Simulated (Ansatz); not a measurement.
## Starting-point dependence of the GW gap of Ta2O5 (P2/m)

Aim: G0W0 for Ta2O5 (P2/m) on several starting functionals, at one mesh, band count and screening cutoff.

Method: G0W0 on several functionals, plane waves, PAW, in Ansatz 0.2.0.

**1. The structure**

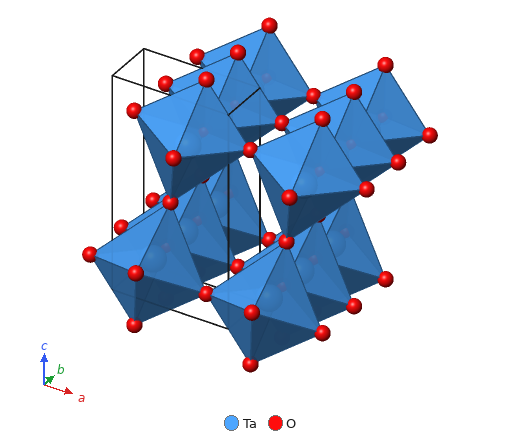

Start, viewed slightly off an axis; tantalum blue, oxygen red. 2×2×1 cells are drawn. Some periodic images of atoms are drawn too.

As a file:

```cif
data_structure
_symmetry_space_group_name_H-M 'P 1'
_symmetry_Int_Tables_number 1
_cell_length_a 3.8414
_cell_length_b 3.8627
_cell_length_c 6.7776
_cell_angle_alpha 90.000
_cell_angle_beta 105.568
_cell_angle_gamma 90.000
_cell_volume 96.88
loop_
_atom_site_label
_atom_site_type_symbol
_atom_site_fract_x
_atom_site_fract_y
_atom_site_fract_z
_atom_site_occupancy
Ta1 Ta 0.64953 0.00000 0.79131 1
Ta2 Ta 0.35047 0.00000 0.20869 1
O3 O 0.66212 0.50000 0.79833 1
O4 O 0.33788 0.50000 0.20167 1
O5 O 0.18976 0.00000 0.87062 1
O6 O 0.81024 0.00000 0.12938 1
O7 O 0.50000 0.00000 0.50000 1
```

The cell and positions are those that the Materials Project relaxed with its own functionals (PBE, PBE+U or r2SCAN), kept fixed. Spin-orbit coupling is left out unless a step names it.

**2. G0W0 on LDA**

G0W0 replaces the xc potential by the self-energy, built once from these orbitals. Only a window of levels is corrected, while the sums run over the empty bands that the input names. This step takes PAW set soft_1 files.

This step: G0W0 on LDA, plane waves, PAW; PAW set soft_1.

The input, input.yaml:

```yaml
crystal:
  lattice:
    - [3.8414080139, 0.0, 0.0]
    - [0.0, 3.86271575, 0.0]
    - [-1.8189421445, 0.0, 6.5289594201]
  atoms:
    - { symbol: Ta, position: [0.64953073, 0.0, 0.79131453] }
    - { symbol: Ta, position: [0.35046927, 0.0, 0.20868547] }
    - { symbol: O, position: [0.6621243, 0.5, 0.79832929] }
    - { symbol: O, position: [0.3378757, 0.5, 0.20167071] }
    - { symbol: O, position: [0.18976057, 0.0, 0.87062125] }
    - { symbol: O, position: [0.81023943, 0.0, 0.12937875] }
    - { symbol: O, position: [0.5, 0.0, 0.5] }
kpoints:
  mp_grid: { grid: [4, 4, 4] }
hamiltonian:
  xc: lda
  pseudopotentials: { kind: paw, azcp: { folder: soft_1 }, xc_functional: pbe }
scf:
  occupations: { method: fixed }
gw:
  n_empty_bands: 356
  ecut_chi: 138
  qp_bands: [v2, c2]
  qp_kpoints: band_edges
  screening: { model: contour_deformation }
```

On the command line:

```bash
$ ansatz run input.yaml --threads 3 --pin off --max-ram 92160MiB --backend cuda --events-out ev --progress --plain --runs-dir out --devices 1 --max-vram 13GiB
```

Numbers of over 12 decimals in the logs are rounded to 6 here.

Output:

```text
GPUs: using 1 of 1 available (devices: 1).
Engine: ansatz 0.2.0, x86_64-unknown-linux-gnu
Pseudopotentials: kind: paw
Pseudopotential: Ta, paw, valence charge 13, recommended cutoff 420 eV (normal), soft_1/Ta.paw.azcp
Pseudopotential: O, paw, valence charge 6, recommended cutoff 420 eV (normal), soft_1/O.paw.azcp
Functional definition: SPW92
  exchange = slater_x
  correlation = pw_c
device memory: the entry about to start is reckoned to put 1.3 GiB on a device that reports 50.5 GiB free (of which the cap on the GPU budget leaves the run 13.0 GiB)
GPU FFT provider: cuFFT
GPU libraries: cuBLAS 13.8.2, cuFFT 12.4.0, cuSOLVER 12.3.4
Crystal: 7 atoms, lattice volume = 96.878 Å³
Basis set: ecut = 420 eV, 1913 PW (Γ)
Bands: 35, of which v1, the nominal top of the filled ones, is band 28 counted from 1 (27 counted from 0)
Symmetry: 4 space group operations
Space group: P2/m (ITA 10), of the structure as read, at distance tolerance 4.6e-5 Å
k-points: 30 of 64
Non-local potential: Ta, projectors of the file, l = 0: 3, l = 1: 2, l = 2: 2, l = 3: 1
Non-local potential: O, projectors of the file, l = 0: 2, l = 1: 2, l = 2: 1
PAW form: soft (Blöchl's): semilocal exchange-correlation on the pseudo side does not see the compensation charge
PAW frozen core: Ta, regenerated for the run's functional, and the local potential with it (the file was generated under x = pbe(κ = 0.804, μ = 0.219515), c = pbe(β = 0.066725))
PAW frozen core: O, regenerated for the run's functional, and the local potential with it (the file was generated under x = pbe(κ = 0.804, μ = 0.219515), c = pbe(β = 0.066725))
PAW one-centre angular grid: Ta, 590 points (default); XC on 64 Gauss nodes
PAW one-centre angular grid: O, 110 points (default); XC on 64 Gauss nodes
Initial density: superposition of atomic densities (chi_scale 0.1, normalization cell, long waves kept (reshape's long-wave potential 0.02 eV rms))
Initial wavefunctions: pseudopotential atomic-orbital guess
GPU buffer pool allocated for 34992 grid points (all kernels)
GPU transforms: local potential and band sums: pruned to the plane-wave sphere, on 25×25×45
Functional: x = slater, c = lda
SCF iter   1: F=—  HF=-22151.326463 eV  |F-HF|=—  |Δ(HF+E_count)|=         —  Δρ=6.31e-2  dr2=3.44e0  ethr=3.10e-3  ⟨swp⟩=4.4  Hψ=3660  notcnv=0  defer=103
preconditioner: auto → Resta (q_TF=auto, 2.490 Å⁻¹)  ε∞=5.2  [insulator: Δε(μ)=2.581 eV  Ē_g=11.635 eV  n_scr=26 (ndim 8)  ℏωp=23.9 eV  f_vac=0.085  ε∞_Penn≈5.2]
SCF iter   2: F=—  HF=-22150.691341 eV  |F-HF|=—  |Δ(HF+E_count)|=   6.35e-1  Δρ=3.36e-2  dr2=7.42e-1  ethr=3.10e-3  ⟨swp⟩=2.0  Hψ=1863  notcnv=0  defer=95
SCF iter   3: F=—  HF=-22150.534950 eV  |F-HF|=—  |Δ(HF+E_count)|=   1.56e-1  Δρ=1.50e-2  dr2=2.52e-1  ethr=1.33e-3  ⟨swp⟩=2.0  Hψ=1513  notcnv=0  defer=139
SCF iter   4: F=—  HF=-22150.470362 eV  |F-HF|=—  |Δ(HF+E_count)|=   6.46e-2  Δρ=3.91e-3  dr2=1.86e-2  ethr=4.50e-4  ⟨swp⟩=2.3  Hψ=1779  notcnv=0  defer=149
SCF iter   5: F=—  HF=-22150.471540 eV  |F-HF|=—  |Δ(HF+E_count)|=   1.18e-3  Δρ=3.34e-3  dr2=1.01e-2  ethr=3.32e-5  ⟨swp⟩=2.0  Hψ=1612  notcnv=0  defer=150
SCF iter   6: F=—  HF=-22150.470656 eV  |F-HF|=—  |Δ(HF+E_count)|=   8.85e-4  Δρ=6.23e-4  dr2=5.84e-4  ethr=1.80e-5  ⟨swp⟩=2.0  Hψ=1593  notcnv=0  defer=150
SCF iter   7: F=—  HF=-22150.471089 eV  |F-HF|=—  |Δ(HF+E_count)|=   4.34e-4  Δρ=1.27e-4  dr2=1.96e-5  ethr=1.04e-6  ⟨swp⟩=2.0  Hψ=1368  notcnv=0  defer=98
SCF iter   8: F=—  HF=-22150.471123 eV  |F-HF|=—  |Δ(HF+E_count)|=   3.39e-5  Δρ=2.71e-5  dr2=9.52e-7  ethr=3.49e-8  ⟨swp⟩=2.0  Hψ=1372  notcnv=0  defer=90
SCF iter   9: F=—  HF=-22150.471125 eV  |F-HF|=—  |Δ(HF+E_count)|=   1.39e-6  Δρ=1.58e-5  dr2=2.22e-7  ethr=1.70e-9  ⟨swp⟩=2.0  Hψ=1510  notcnv=0  defer=90
SCF iter  10: F=-22150.471125 eV  HF=-22150.471125 eV  |F-HF|=4.83e-8  |Δ(HF+E_count)|=   1.01e-8  Δρ=9.53e-6  dr2=7.10e-8  ethr=1.79e-10  ⟨swp⟩=9.3  Hψ=3113  notcnv=0
SCF 1 converged in 10 iterations: F = -22150.471125 eV  dr2 = 7.10e-8
  greatest PAW one-centre occupation: 0.999 electrons in one spin orbital (limit 2), on the Ta atom at site 1 (counted from 0), in its partial waves of l = 0
device memory: the entry about to start is reckoned to put 1.2 GiB (of the 1.4 GiB reckoned in all, the device holds 0.2 GiB already) on a device that reports 50.0 GiB free (of which the cap on the GPU budget leaves the run 12.9 GiB)
NSCF: frozen V_eff on 30 k-points, pencils in batches of 32, up to order 140
the band table was solved once the SCF had ended and its energy, with any forces and stress, was formed, with the checks that follow a solve (4400 applications of the Hamiltonian). They found nothing against the state; the energy, forces and stress were not computed again (output.eigenvalues in the input reference)
device memory: the entry about to start is reckoned to put 4.6 GiB on a device that reports 50.1 GiB free (of which the cap on the GPU budget leaves the run 13.0 GiB)
NSCF: frozen V_eff on 30 k-points
G₀W₀ screening: q 1/30
[... further progress lines ...]
device memory: the entry about to start is reckoned to put 0.4 GiB on a device that reports 58.2 GiB free (of which the cap on the GPU budget leaves the run 13.0 GiB)
NSCF: frozen V_eff on 1 k-points
device memory: the entry about to start is reckoned to put 0.4 GiB on a device that reports 58.2 GiB free (of which the cap on the GPU budget leaves the run 13.0 GiB)
NSCF: frozen V_eff on 1 k-points
SCF converged after 10 iterations
Free energy (F): -22150.471125 eV
Harris-Foulkes:  -22150.471125 eV  (|F-HF|=4.83e-8)
Internal energy: -22150.471125 eV  (E = F + TS)
E sigma→0 (E₀):  -22150.471125 eV
Fermi energy:    6.652159 eV
--- Per-component energies (eV) ---
  E_band       = -569.326119
  E_kinetic    = 1608.344616
  E_local      = -4417.518120  (includes V_loc(G=0)·N_el)
  E_nonlocal   = 264.564517
  E_hartree    = 1662.791237
  E_xc         = -982.045498
  E_vxc        = -911.715616  (∫ρ·V_xc dr)
  E_paw        = -16875.583227  (= ΣΔE_a)
  E_vpaw       = -438.587542  (= ΣTr[D̂ρ^β])
  E_aug_tail   = 0.004221  (compensation charges beyond the density's cutoff)
  E_ewald      = -3412.031471
  E_core_change = 1.002601  (= ΣΔE_core)
  E_smearing   = -0.000000  (= −TS)
  E_closure    = -0.000000  (closes the sum)
  Σ components = -22150.471125   (vs F -22150.471125, Δ=0.00e0)
--- Band table (eV; the first three rows and the last of 30) ---
  k-point 0: bands = [... 24 lower, 5.7021, 5.8064, 6.0057, 6.0226, 8.8023, 9.1974, 9.3509, 10.8728, ... 3 higher]
  k-point 1: bands = [... 24 lower, 5.6989, 5.7031, 5.9253, 5.9610, 8.7811, 9.2203, 9.3363, 10.7961, ... 3 higher]
  k-point 2: bands = [... 24 lower, 5.7063, 5.7480, 5.8399, 5.8406, 8.7618, 9.2422, 9.3241, 10.7134, ... 3 higher]
  k-point 29: bands = [... 24 lower, 4.6392, 5.9285, 6.5270, 6.6522, 9.7227, 11.5959, 12.1439, 12.7549, ... 3 higher]
--- G₀W₀: contour deformation, 7 samples at zero and on the imaginary axis and 1 off it, 64 q-points, 356 empty bands' worth ---
  eigenvalues of the whole cell's RPA ε∞ on this k-mesh (on a slab, of 1 + 4πα/V) = 4.6364, 4.9078, 7.4771; static W/v taken at q = 0 is 0.163782
  gw.qp_kpoints: band_edges: 20 of 30 stored k-points solved, in 1 pass; an edge of the gap read off the rows below is read off those points alone
    valence top: of the k-points left out ik 5 came nearest to being solved in a further pass, in band 28 (counted from 1, as in the quasiparticle table): it holds the edge there only if its correction is more favourable than any solved in that band by at least 0.501 eV; those differ by 0.062 eV
    conduction bottom: of the k-points left out ik 26 came nearest to being solved in a further pass, in band 29 (counted from 1, as in the quasiparticle table): it holds the edge there only if its correction is more favourable than any solved in that band by at least 0.921 eV; those differ by 0.125 eV
    ik  band        ε_KS         Σx   Σc(E_QP)       V_xc       Z   E_QP_lin       E_QP  E_QP is
     0    27      6.0057   -27.6874     4.5804   -22.6905  0.7417     5.5864     5.5893  root
     0    28      6.0226   -25.4832     4.3802   -20.7391  0.7233     5.6561     5.6586  root
     0    29      8.8023   -13.1634    -4.5957   -18.8456  0.7927     9.9053     9.8887  root
     0    30      9.1974   -13.3824    -4.7962   -19.3020  0.7882    10.3400    10.3207  root
     1    27      5.9253   -27.6485     4.5387   -22.6899  0.7427     5.5025     5.5055  root
     1    28      5.9610   -25.3336     4.3871   -20.5746  0.7220     5.5864     5.5891  root
     1    29      8.7811   -13.1314    -4.5873   -18.8025  0.7930     9.8813     9.8649  root
     1    30      9.2203   -13.4141    -4.8089   -19.3494  0.7878    10.3662    10.3468  root
     2    27      5.8399   -27.6592     4.5218   -22.7093  0.7436     5.4088     5.4119  root
     2    28      5.8406   -24.9695     4.3863   -20.1965  0.7193     5.4509     5.4539  root
     2    29      8.7618   -13.1044    -4.5787   -18.7645  0.7933     9.8593     9.8430  root
     2    30      9.2422   -13.4396    -4.8242   -19.3936  0.7875    10.3917    10.3720  root
     6    27      4.9647   -25.2171     4.9533   -19.8034  0.7147     4.4994     4.5045  root
     6    28      6.3273   -25.9432     4.6604   -20.8980  0.7245     5.9398     5.9425  root
     6    29     10.8839   -14.1614    -5.0683   -20.3971  0.7632    12.0807    12.0514  root
     6    30     12.0555   -15.6259    -5.1711   -21.9955  0.7315    13.2912    13.2540  root
     7    27      5.0665   -24.8959     4.7600   -19.6900  0.7157     4.6158     4.6205  root
     7    28      6.3197   -25.9514     4.6302   -20.9397  0.7243     5.9356     5.9382  root
     7    29     10.7963   -13.8676    -5.2290   -20.2754  0.7648    12.0055    11.9751  root
     7    30     12.0375   -15.5874    -5.1514   -21.9358  0.7322    13.2716    13.2345  root
     8    27      5.2891   -24.8725     4.7205   -19.7038  0.7185     4.8364     4.8410  root
     8    28      6.3059   -25.9426     4.5854   -20.9799  0.7241     5.9259     5.9285  root
     8    29     10.7051   -13.5766    -5.3774   -20.1440  0.7666    11.9265    11.8951  root
     8    30     12.0069   -15.3934    -5.1285   -21.7129  0.7343    13.2345    13.1980  root
[...]
28    27      6.5492   -26.2422     4.6751   -21.2241  0.7258     6.2043     6.2064  root
    28    28      6.6278   -26.3106     4.6698   -21.3014  0.7261     6.2863     6.2884  root
    28    29      9.8688   -13.9768    -4.9242   -20.0939  0.7762    11.0869    11.0617  root
    28    30     11.4854   -14.9085    -5.4752   -21.6599  0.7475    12.8004    12.7617  root
    29    27      6.5270   -26.1608     4.6691   -21.1444  0.7261     6.1776     6.1797  root
    29    28      6.6522   -26.3623     4.6744   -21.3516  0.7260     6.3139     6.3159  root
    29    29      9.7227   -13.5659    -4.9983   -19.7619  0.7802    10.9452    10.9205  root
    29    30     11.5959   -15.1235    -5.4978   -21.8947  0.7431    12.9088    12.8694  root
```

Wall time 57 s (1 × NVIDIA H100 80GB HBM3 (shared by 6 runs) with 3 threads of AMD EPYC 7R13 (Zen 3), shared host); peak memory 2 GiB; 97 s of CPU time.

Numbers from this step:

```
bands summed                                 : 384
RPA ε∞ on this mesh (eigenvalues)            : 4.636, 4.908, 7.477
plane waves in the screening matrix          : 365
q-points in the mesh                         : 64
G0W0 gap on the mesh                         : 3.527 eV
k of the valence top                         : -0.5, -0.5, -0.5
k of the conduction bottom                   : 0, 0, -0.5
starting gap on the mesh                     : 2.110 eV
Z at the valence top                         : 0.7260
Z at the conduction bottom                   : 0.7933
least direct G0W0 gap on the computed points : 4.230 eV
```

The gap on the mesh goes from 2.11 eV to 3.53 eV, a correction of +1.42 eV. Between the two edge states, bare exchange in place of the xc potential would open the gap by 10.67 eV, and correlation takes back 9.25 eV.

[end of part 1 of 2]

[Paths, hosts, dates, memory and timing lines, banners, echoed tables and standing remarks are left out of the program output.]

[Logs are printed without paths, hosts, clocks, repeated set-up lines and the standing remarks that a program may print on its own settings, such as how far it seeks lower states.]

[Runs of the session that timed out or met a known fault of the program may be left out.]

[Cells called generated may have been cut or substituted from an entry of the Crystallography Open Database or the Materials Project.]

[Hosts, paths, dates, database ids (printed as entryN), source tags and the programs' standing remarks are cut or masked in the printed files.]
